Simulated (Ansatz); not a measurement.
## Run report: TaN, single-point calculation (part 2 of 2)

Continued. System: TaN (4 atoms in the cell). Method: DFT PBE+U, scalar-relativistic, plane waves, PAW, Ueff = 6 eV on Ta atom 1 d; Ueff = 6 eV on Ta atom 3 d, spin-polarised (Ansatz 0.2.0); cutoff 420 eV, 7×7×7 k-mesh, Gaussian smearing of 0.05 eV, collinear spins. The structure derives from an entry of the Crystallography Open Database. It belongs to a series of runs on one base structure; here: ferrimagnetic site moments held at first, then free.

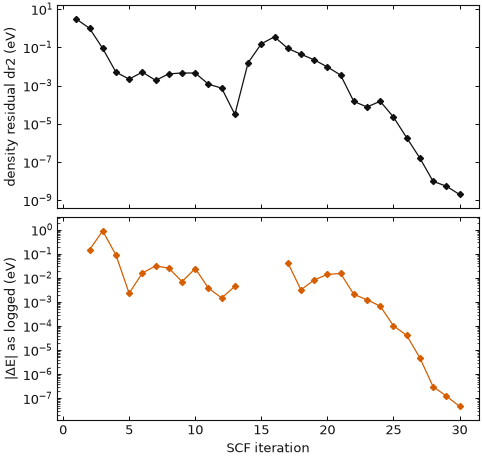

Convergence of the self-consistent field: density residual dr2 and size of the energy change against the SCF iteration. The residual falls unevenly and jumps up by a factor of two or more 5 times on the way down.

```
SCF converged after 30 iterations
Magnetization: -0.0000 μB (18.0000 up, 18.0000 down)
Absolute magnetization: 2.5867 μB (∫|ρ↑−ρ↓|, with the PAW one-centre terms)
Spin contamination: 1.0895 ħ² per cell (⟨S²⟩ above its minimum at these occupations)
Per-site moments (μB) at R_I (Å): [(0.6376501001716106, 0.898838040375), (-3.714952667810207e-6, 0.8988380403749998), (-0.6376587401805793, 0.8988380403749998), (-3.7149526678140126e-6, 0.898838040375)]
--- Magnetisation constraints (ε_frz = 1.0e-4 eV) ---
  site  kind      target   achieved (μB)  |Δ|max (μB)  g (eV/μB)  λ_eff  esc  ok  flags
  0     per_site  +2.0000  +0.6377        1.36e0       -0.00e0    0.000  0    —   released
  2     per_site  -0.8000  -0.6377        1.62e-1      +0.00e0    0.000  0    —   released
Free energy (F): -20622.158512 eV
Harris-Foulkes:  -20622.158512 eV  (|F-HF|=6.18e-10)
Internal energy: -20622.158070 eV  (E = F + TS)
E sigma→0 (E₀):  -20622.158291 eV
Entropy (-TS):   -0.000442 eV (-0.111 meV/atom)
Fermi energy:    22.474967 eV
--- Per-component energies (eV) ---
  E_band       = -61.329708
  E_kinetic    = 1013.162732
  E_local      = -1134.935405  (includes V_loc(G=0)·N_el)
  E_nonlocal   = 121.114195
  E_hartree    = 386.665762
  E_xc         = -563.259790
  E_vxc        = -569.173700  (∫ρ·V_xc dr)
  E_hubbard    = 11.978020  (on-site DFT+U / exact-exchange correction)
  E_vhub       = 1.752452  (the Hubbard potential's part of the band-sum identity)
  E_paw        = -17049.845028  (= ΣΔE_a)
  E_vpaw       = -266.581476  (= ΣTr[D̂ρ^β])
  E_aug_tail   = 0.000492  (compensation charges beyond the density's cutoff)
  E_ewald      = -3407.039047
  E_smearing   = -0.000442  (= −TS)
  E_closure    = 0.000000  (closes the sum)
  Σ components = -20622.158512   (vs F -20622.158512, Δ=0.00e0)
--- Forces (eV/Å), atoms counted from 1 ---
  atom   1  Ta     0.00000000    -0.00000000    -0.00000000
  atom   2  N      0.00001868     0.00001868    -0.00001868
  atom   3  Ta     0.00000000    -0.00000000    -0.00000000
  atom   4  N     -0.00001868    -0.00001868     0.00001868
  max |Σ_I F_I| component: 6.78e-21 eV/Å
--- Stress (GPa, compression-positive) ---
       33.369961       0.157060      -0.157060
        0.157060      33.369961      -0.157060
       -0.157060      -0.157060      33.369961
  P = ⅓ Tr σ = 33.3700 GPa (333.700 kbar)
--- Band table (eV; the first three rows and the last of 88) ---
  k-point 0 ↑: bands = ["-47.3221", "-46.8302", "-14.4550", "-13.7100", "-13.7100", "-13.2896", "-13.0384", "-13.0384", "3.5348", "6.7679", "12.0700", "15.2230", "15.2230", "18.7907", "18.7907", "18.7962", "19.7895", "19.7895", "20.5485", "23.7127", "23.7127", "24.2765", "25.3454", "25.4201"]
  k-point 1 ↑: bands = ["-47.3238", "-46.8298", "-14.4213", "-13.7093", "-13.7093", "-13.3301", "-13.0392", "-13.0392", "3.6654", "6.5435", "12.3624", "15.3284", "15.3284", "18.1725", "18.4067", "18.4067", "19.9568", "19.9568", "20.7517", "24.1502", "24.1502", "24.5697", "24.6663", "25.1779"]
  k-point 2 ↑: bands = ["-47.3273", "-46.8288", "-14.3351", "-13.7076", "-13.7076", "-13.4317", "-13.0409", "-13.0409", "4.0391", "5.9864", "13.1214", "15.6376", "15.6376", "16.9588", "17.6561", "17.6561", "20.2413", "20.2413", "20.9547", "23.6908", "24.6280", "24.6280", "25.2473", "25.2473"]
  k-point 43 ↓: bands = ["-47.2754", "-46.7941", "-14.2715", "-14.1408", "-14.0788", "-13.5813", "-13.3934", "-13.3131", "5.9988", "6.2802", "13.3620", "14.8766", "14.9745", "15.7431", "15.9115", "16.2520", "21.7975", "21.9011", "22.9840", "24.6886", "24.9602", "26.6361", "27.2571", "27.6618"]
Occupation matrices written to [file]
--- Löwdin populations: 4 sites ---
  site symbol       q [e]    m [muB]
     0     Ta     12.1088     1.3402
     1      N      5.8118    -0.0000
     2     Ta     12.1088    -1.3402
     3      N      5.8118    -0.0000
  spilling = 0.004407 (of n_electrons = 36.000000)
--- Occupation matrices: 2 shells (run DFT+U table (all-electron-ortho-atomic); ε = 3.46e-3) ---
  Ta0 d_5D: site group Oh (m-3m); on the run's cell D3d (-3m)
  Ta0 d_5D up     Tr n = 2.5115  λ = 0.293 0.293 0.564 0.681 0.681  [2× z2 0.50 (Eg 1.00) Eg(1.00)/Eg(1.00) | xz 0.33 (T2g 1.00) T2g(1.00)/A1g(1.00) | 2× xz 0.33 (T2g 1.00) T2g(1.00)/Eg(1.00)]
  Ta0 d_5D dn     Tr n = 1.1890  λ = 0.204 0.216 0.216 0.277 0.277  [xz 0.33 (T2g 1.00) T2g(1.00)/A1g(1.00) | 2× xz 0.31 (T2g 0.92) T2g(0.92)/Eg(1.00) | 2× z2 0.46 (Eg 0.92) Eg(0.92)/Eg(1.00)]
  Ta2 d_5D: site group Oh (m-3m); on the run's cell D3d (-3m)
  Ta2 d_5D up     Tr n = 1.1890  λ = 0.204 0.216 0.216 0.277 0.277  [xz 0.33 (T2g 1.00) T2g(1.00)/A1g(1.00) | 2× xz 0.31 (T2g 0.92) T2g(0.92)/Eg(1.00) | 2× z2 0.46 (Eg 0.92) Eg(0.92)/Eg(1.00)]
  Ta2 d_5D dn     Tr n = 2.5116  λ = 0.293 0.293 0.564 0.680 0.680  [2× z2 0.50 (Eg 1.00) Eg(1.00)/Eg(1.00) | xz 0.33 (T2g 1.00) T2g(1.00)/A1g(1.00) | 2× xz 0.33 (T2g 1.00) T2g(1.00)/Eg(1.00)]
  Tr n, λ and their labels are of the run-group-symmetrised matrices; stabiliser: 24 of 48 elements of G0×{1,Θ} (closed), max defect 1.2e-4 at τ = 7.3e-4
```

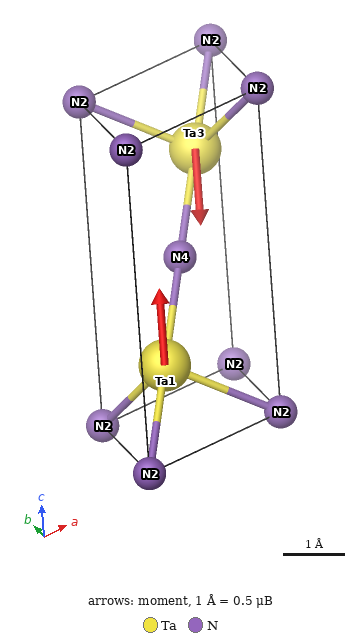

Magnetic moments of the sites as red arrows (ball-and-stick view of the reduced cell, seen slightly off an axis; atoms are numbered from 1 in the order of the input); small moments hardly show. The run is collinear, so the axis drawn is arbitrary. Site moments: Ta3 (−0.64 μB); Ta1 (0.64 μB). They are counted near the atoms and needn't add up to the moment of the cell.

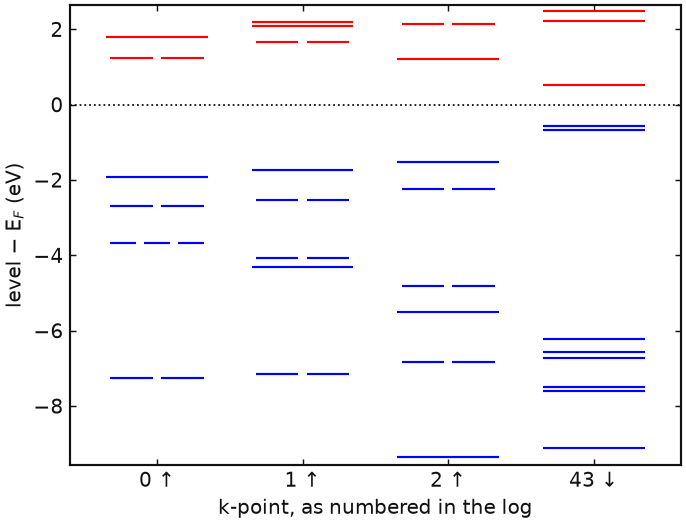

Kohn–Sham levels near the Fermi level (dotted) at the few k-points that the log prints; levels within 0.02 eV of each other stand side by side. The system is metallic on the full mesh.

The run was set up as follows.

**Input**
```yaml
crystal:
  lattice:
    - [0.0, 2.17900131, 2.17900131]
    - [2.17900131, 0.0, 2.17900131]
    - [4.35800262, 4.35800262, 0.0]
  atoms:
    - { symbol: Ta, position: [0.5, 0.5, 0.25], spin: 2.0 }
    - { symbol: "N", position: [0.0, 0.0, 0.0] }
    - { symbol: Ta, position: [0.5, 0.5, 0.75], spin: -0.8 }
    - { symbol: "N", position: [0.0, 0.0, 0.5] }
basis:
  ecutwfc: 420
  ecutrho_ratio: 4
kpoints:
  mp_grid: { grid: [7, 7, 7] }
hamiltonian:
  xc: pbe
  hubbard:
    sites: [{ site: 0, l: d, u_eff: 6.0 }, { site: 2, l: d, u_eff: 6.0 }]
scf:
  occupations: { method: gaussian, width: 0.05 }
  lower_state_search: "off"
  max_iter: 150
output:
  forces: true
  stress: true
  eigenvalues: true
  populations: true
  hubbard: { sites: [{ site: 0, l: d }, { site: 2, l: d }] }
magnetization:
  spin_polarized: true
  spin_locking: { lock_spins: true, n_iters: 12 }
```

Run as:
```bash
ansatz run input.yaml --threads 2 --pin off --max-ram 3072MiB --backend cpu --events-out ev --progress --plain --runs-dir out
```

**Key numbers**

```tsv
quantity	value
outcome	converged
space group (tolerance 0.01 Å)	Fm-3m (225)
electrons treated	36
free energy	−20622.1585 eV
Fermi energy	22.475 eV
gap on the k-point mesh	none (metallic)
net moment of the cell	0.00 μB
integrated absolute moment	2.59 μB
pressure	33.37 GPa
largest force (length of the vector)	under 0.001 eV/Å
hardware	2 threads of Intel Xeon @ 2.50GHz (Skylake/Cascade Lake), 192 GiB of memory available, shared host
wall time	18 s (CPU time 32 s)
peak memory	0.48 GiB
```

**Remarks**

The program warns: the SCF threshold is looser than advised for the printed stress. Spin–orbit coupling is left out, which matters for Ta. The cell is under a pressure of 33 GPa at this level, so it is not at its equilibrium volume.
